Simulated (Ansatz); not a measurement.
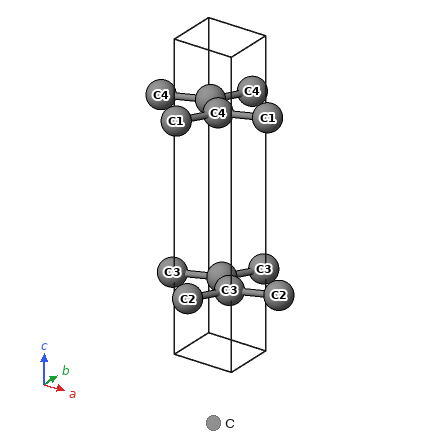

Three computed energy maps of cells of C. The picture above is the structure of the first map.

Map 1

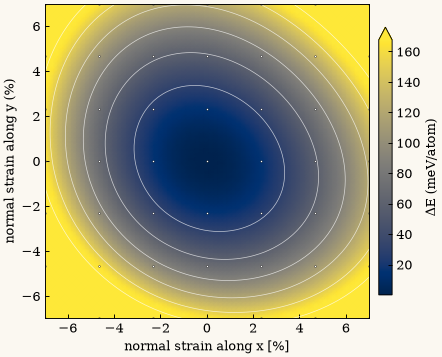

C (Cmme, No. 67; 4 atoms in the cell). 
- The energy is mapped over two homogeneous strains (x along [1 0 0], y along [0 1 0], z along [0 0 1] of the conventional cell).
- Coordinates scanned: (1) normal strain along x; (2) normal strain along y.
- Nothing is relaxed (fractional coordinates fixed).
- Grid: 7 × 7 points.
- Points are written as (first, second).
- Energies are in meV/atom, from the lowest grid point.
- Theory: DFT PBE, scalar-relativistic, plane waves, PAW (Ansatz). Settings: cutoff 520 eV, k-mesh 18×18×6 in the order of the run's cell vectors, gaussian smearing 0.15 eV, no spin polarisation.

In the figure: a smooth colour map with a few white contour lines, dots at the grid points, one colour for all values above the top of the scale. Between grid points the surface is interpolated.

Map 2

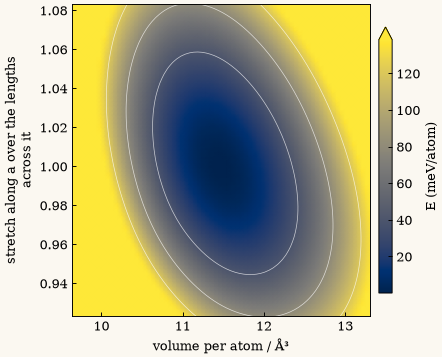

C (Cmme, No. 67; 4 atoms in the cell). 
- The energy is mapped over volume and the cell's shape.
- The first coordinate is: volume per atom; the second: stretch along a over the lengths across it, relative to the relaxed cell.
- Nothing is relaxed (fractional coordinates fixed).
- Grid: 7 × 7 points.
- Points are written as (first, second).
- All energies are given in meV/atom relative to the lowest grid point.
- This map comes from DFT PBE, scalar-relativistic, plane waves, PAW in Ansatz 0.2.0. Settings: cutoff 520 eV, k-mesh 21×21×6 in the order of the run's cell vectors, gaussian smearing 0.15 eV, no spin polarisation.

Drawn: a smooth colour map with a few white contour lines, one colour for all values above the top of the scale. Between grid points the surface is interpolated.

Map 3

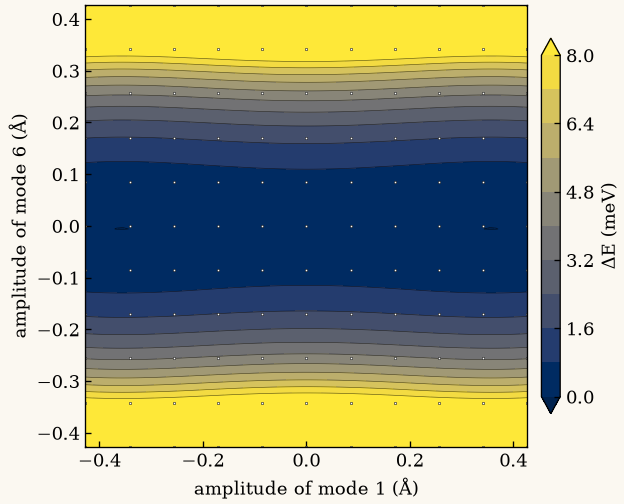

C (Cmme, No. 67; 4 atoms in the cell). The energy is mapped over two normal modes frozen in (zone-centre modes of the 4-atom cell of this scan). The first coordinate is: amplitude of mode 1 (5i cm⁻¹), largest displacement; the second: amplitude of mode 6 (24 cm⁻¹), largest displacement. Nothing is relaxed (the cell and all other modes fixed). Grid: 11 × 11 points; 66 points were computed and 55 follow by symmetry. Points are written as (first, second). All energies are given in meV per cell relative to the lowest grid point. The lowest point has no gap; 88 points of the grid have one on the k-mesh. Method: DFT PBE, scalar-relativistic, plane waves, PAW (Ansatz 0.2.0). Settings: cutoff 520 eV, k-mesh 18×18×6 in the order of the run's cell vectors, gaussian smearing 0.15 eV, no spin polarisation.

In the figure: filled contours, dots at the grid points, one colour for all values above the top of the scale. Between grid points the surface is interpolated.

### Summarise the maps one by one.

Map 1: The lowest grid point is at (0.00 %, 0.00 %). It is the only kind of minimum in the scanned range. The highest grid point, (−7.00 %, −7.00 %), lies 402 meV/atom above the lowest. Round the minimum the valley is somewhat tilted: raising normal strain along x shifts the best value of normal strain along y downwards (coupling k₁₂/√(k₁₁k₂₂) about 0.2).
Map 2: The lowest grid point is at (11.47 Å³, 1.000). It is the only kind of minimum in the scanned range. The highest grid point, (9.63 Å³, 0.923), lies 487 meV/atom above the lowest. Round the minimum the valley is somewhat tilted: raising volume per atom shifts the best value of the second coordinate downwards (coupling k₁₂/√(k₁₁k₂₂) about 0.4).
Map 3: The lowest grid point is at (−0.342 Å, 0.000 Å); the map holds 2 wells of about this depth. It is the only kind of minimum in the scanned range. The highest grid point, (0.000 Å, 0.427 Å), lies 19.5 meV above the lowest. On the interpolated surface the easiest way out of the lowest well to a well of about the same depth near (0.342 Å, 0.000 Å) passes a barrier of about 0.13 meV.

### Maps 1, 2, 3 start from a relaxed reference structure. Do they show a way to lower its energy?

No. In each of them the reference is the lowest point, within the accuracy of the grid, so it is stable against the distortions scanned (other distortions weren't tried).

PAW datasets: the set soft_1.
